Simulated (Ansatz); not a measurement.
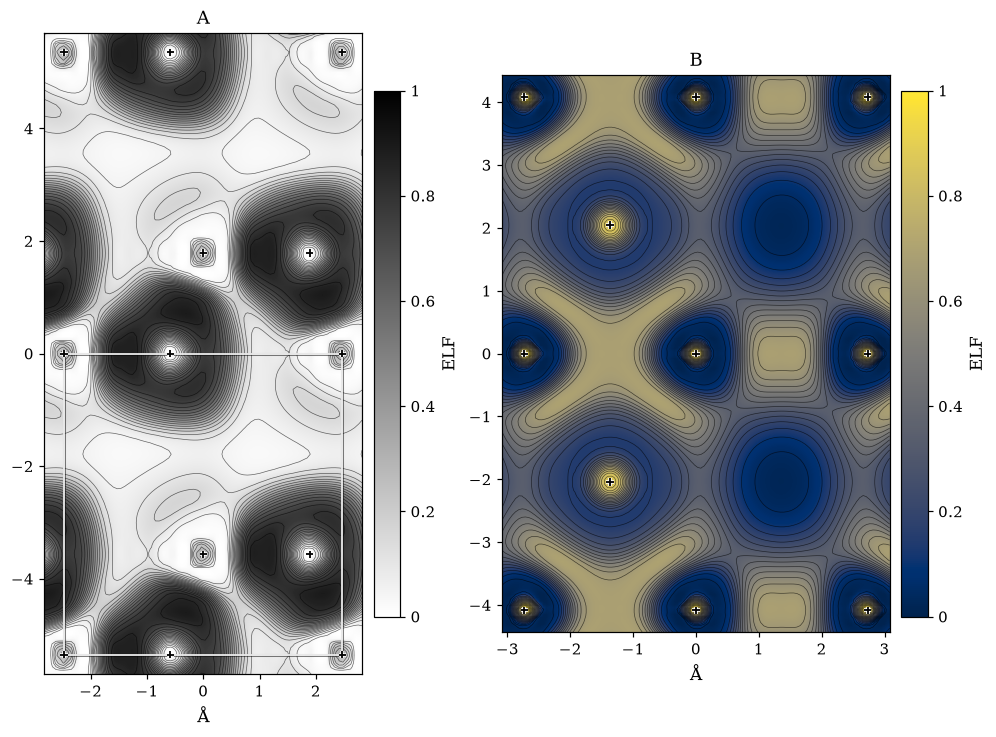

The ELF of 2 systems, each on a plane through atoms (crosses mark nuclei in the plane).

These are results of Ansatz 0.2.0, DFT LDA, scalar-relativistic, plane waves, PAW, not measurements.

System 1: AlN, the (110) plane of the conventional cell. Space group P6₃mc; PAW files of the earlier set (soft_1).

```yaml
crystal:
  lattice:
    - [3.08862, 0.00000, 0.00000]
    - [-1.54431, 2.67482, 0.00000]
    - [0.00000, 0.00000, 4.94358]
  atoms:
    - { symbol: Al, position: [0.33333, 0.66667, 0.00152] }
    - { symbol: Al, position: [0.66667, 0.33333, 0.50152] }
    - { symbol: N, position: [0.33333, 0.66667, 0.38348] }
    - { symbol: N, position: [0.66667, 0.33333, 0.88348] }
```

System 2: Al2Cu, the (011̄) plane of the conventional cell. Space group Fmmm; a point of a scan over the structure, not its minimum; a structure from a database of computed crystals, not necessarily the ambient phase; changed on purpose from its base cell (strain +e along x and -e along y -0.0133, strain +e along z and -e/2 along x and y +0.0467); computed without spin polarisation; PAW files of the earlier set (soft_1).

```cif
data_structure
_symmetry_space_group_name_H-M 'P 1'
_symmetry_Int_Tables_number 1
_cell_length_a 5.4623
_cell_length_b 5.6131
_cell_length_c 5.9350
_cell_angle_alpha 90.000
_cell_angle_beta 90.000
_cell_angle_gamma 90.000
_cell_volume 181.97
loop_
_atom_site_label
_atom_site_type_symbol
_atom_site_fract_x
_atom_site_fract_y
_atom_site_fract_z
_atom_site_occupancy
Al1 Al 0.75000 0.25000 0.25000 1
Al2 Al 0.25000 0.25000 0.75000 1
Al3 Al 0.25000 0.75000 0.25000 1
Al4 Al 0.75000 0.75000 0.75000 1
Al5 Al 0.25000 0.25000 0.25000 1
Al6 Al 0.75000 0.25000 0.75000 1
Al7 Al 0.75000 0.75000 0.25000 1
Al8 Al 0.25000 0.75000 0.75000 1
Cu1 Cu 0.50000 0.00000 0.00000 1
Cu2 Cu 0.00000 0.00000 0.50000 1
Cu3 Cu 0.00000 0.50000 0.00000 1
Cu4 Cu 0.50000 0.50000 0.50000 1
```

**Match each panel to its system.**

Panel A is system 1, AlN: the plane holds Al and N. Al–N (1.88 Å): the ELF peaks at about 0.90 between the atoms (a polar covalent bond). Panel B is system 2, Al2Cu: the plane holds Al and Cu. Al–Cu (2.46 Å): the ELF peaks at about 0.70 between the atoms.
